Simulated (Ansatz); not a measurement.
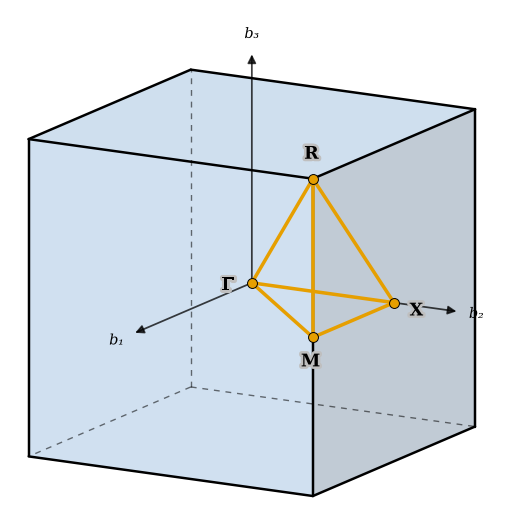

The first Brillouin zone and its special points. Crystal: Al, the end point of a relaxation with Ansatz 0.2.0, DFT, LDA (PW92), plane waves (420 eV) with PAW, scalar-relativistic; the starting structure was generated, so it need not be a known form of this composition. Symmetry computed with spglib at a tolerance of 0.002 Å; standard conventional cell.

Space group Pm-3m, No. 221; a = 2.682 Å, b = 2.682 Å, c = 2.682 Å, α = 90.00°, β = 90.00°, γ = 90.00°.

Labels and path follow the convention of Hinuma et al. (2017), as computed by seekpath; the arrows show the directions of the reciprocal primitive vectors b₁, b₂, b₃, in which coordinates are given; lengths include the factor 2π.

Q: List the special points with their coordinates and distances from Γ.

A:
```csv
point,k₁,k₂,k₃,length of k (1/Å)
Γ,0,0,0,0.000
R,1/2,1/2,1/2,2.029
M,1/2,1/2,0,1.656
X,0,1/2,0,1.171
```

Q: What is the zone's volume?

A: (2π)³ over the primitive cell's volume of 19.30 Å³: 12.9 Å⁻³.
